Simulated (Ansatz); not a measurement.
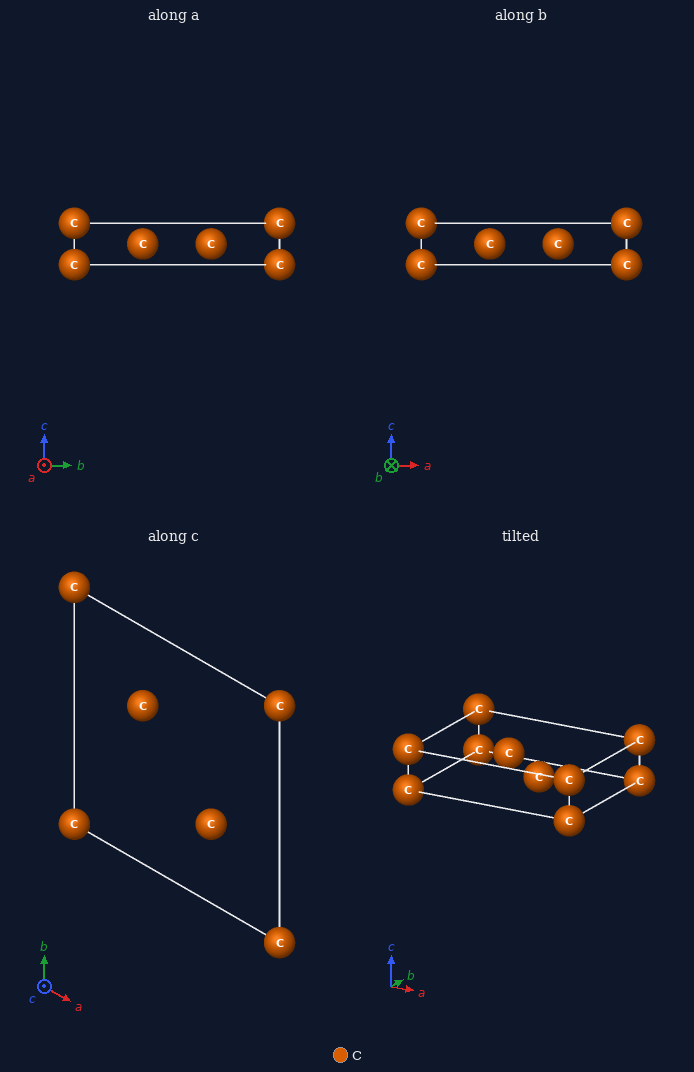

The crystal in a spheres-only representation, seen along the a axis, along the b axis, along the c axis and slightly off an axis. Thin lines show the conventional unit cell, with boundary atoms drawn in all their periodic places.

Lattice parameters: a = 7.370 Å, b = 7.370 Å, c = 1.289 Å, α = 90.00°, β = 90.00°, γ = 120.00°. Put a along x and b in the xy plane.

Record the structure as a POSCAR file.

Answer.
```
C
1.0
     7.370    0.000    0.000
    -3.685    6.382    0.000
     0.000    0.000    1.289
C
3
Direct
  0.0000 0.0000 0.0000
  0.3333 0.6667 0.5000
  0.6667 0.3333 0.5000
```

The model was built from a structure type filled with this element by a generator (whether the element takes this form wasn't checked). Earlier steps of the study may have refined or changed the cell and positions. It went into a calculation with Ansatz.
